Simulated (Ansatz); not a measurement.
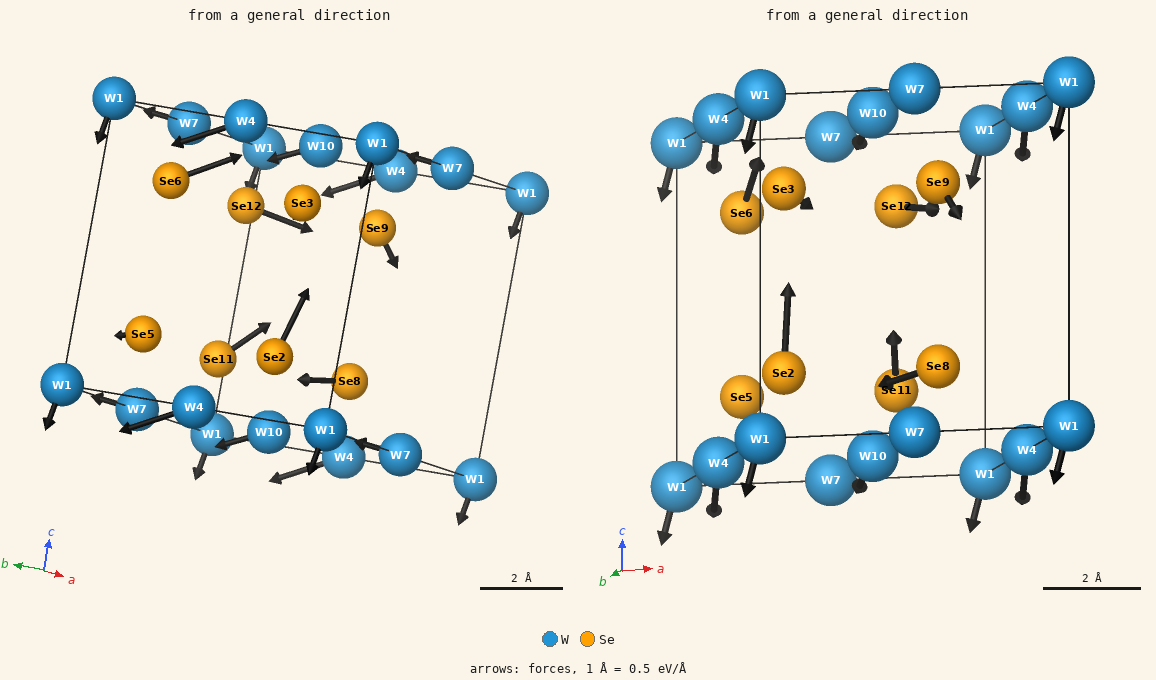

A spheres-only rendering, viewed from two general directions. The box is the simulation cell; atoms on or close to its faces, edges and corners are drawn wherever they repeat. The arrows are the computed forces on the atoms.

System: WSe$_{2}$. Electronic-structure method: DFT, PBE, plane waves, PAW in Ansatz 0.2.0. Parameters: a plane-wave cutoff of 420 eV, k-grid 3×3×2, Fermi-Dirac smearing of 0.02 eV, no spin polarisation.

### Do the forces show a relaxed structure?

No. The atoms still feel forces of up to about 0.75 eV/Å, far above a usual threshold of 0.01 to 0.03 eV/Å.

It derives from a structure listed in the Materials Project. Earlier steps of the study may have refined or changed the cell and positions. A calculation with Ansatz used it as input.
